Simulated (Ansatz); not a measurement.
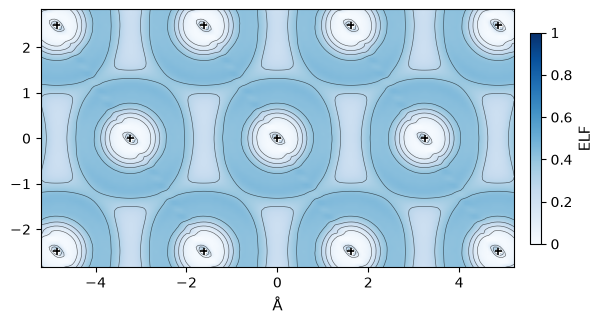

The electron localisation function on a plane through atoms (crosses mark nuclei in the plane).

Level of theory: Kohn-Sham DFT of a periodic cell, PBE, Ansatz PAW in Ansatz.

Candidates:
A. Ge, a = 3.24 Å, b = 3.24 Å, c = 3.77 Å, α = 90.00°, β = 90.00°, γ = 90.00°. Space group I4/mmm; a generated structure, not necessarily the stable one.
B. CuO, a = 3.31 Å, b = 3.31 Å, c = 5.42 Å, α = 90.00°, β = 90.00°, γ = 120.00°. Space group P6₃mc; a generated structure, not necessarily the stable one; built by placing these elements on a known structure type; computed pressure about −11 GPa in this cell.
C. Al, a = 2.78 Å, b = 2.78 Å, c = 2.78 Å, α = 90.00°, β = 90.00°, γ = 90.00°. Space group Pm-3m; a generated structure, not necessarily the stable one; computed pressure about −3 GPa in this cell.

Question: Which candidate gave the map?

Answer: Candidate A: Ge on the (101̄) plane of the conventional cell, which holds Ge. Ge–Ge (2.97 Å): the ELF is about 0.40 at the midpoint. Ge–Ge (3.24 Å): the ELF is about 0.20 at the midpoint (no shared electron pair shows on this line).
